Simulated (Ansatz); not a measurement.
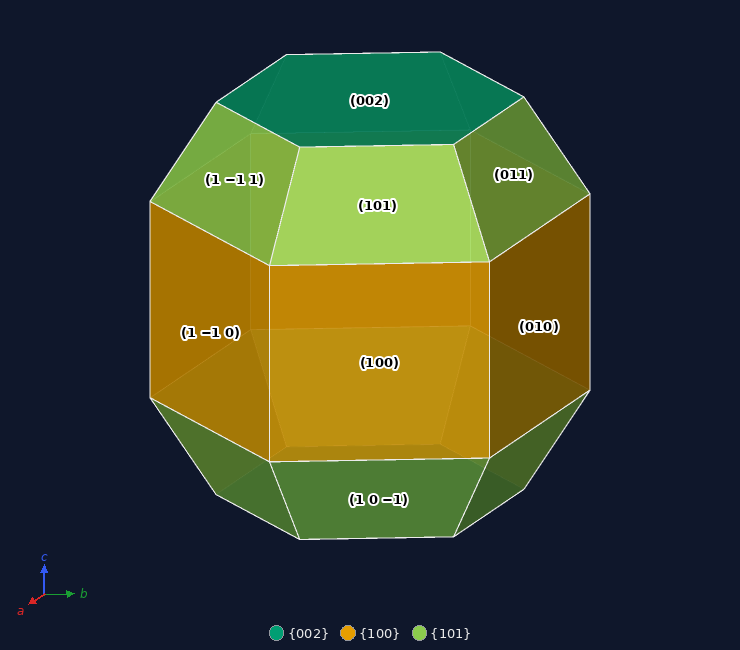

Ru, space group P6_3/mmc (No. 194), a = 2.720 Å, b = 2.720 Å, c = 4.297 Å, α = 90.00°, β = 90.00°, γ = 120.00°. BFDH (Bravais–Friedel–Donnay–Harker) growth shape, computed from the cell and space group alone: each face lies at a distance from the centre proportional to 1/d(hkl), with d taken for the first order that the space group does not extinguish. It ignores bonding, solvent and kinetics. Origin: the geometry relaxed with Ansatz 0.2.0, DFT PBE, scalar-relativistic, plane waves, PAW. Forms under 0.4 % of the area are left out.

**How many faces does the whole crystal have, by form?**

20 faces: 6 of {100}, 12 of {101} and 2 of {002}.

**List the forms with their spacings and shares.**

| form | faces | d (Å) | share of area (%) |
| --- | --- | --- | --- |
| {100} | 6 | 2.356 | 41.4 |
| {101} | 12 | 2.066 | 40.1 |
| {002} | 2 | 2.148 | 18.5 |
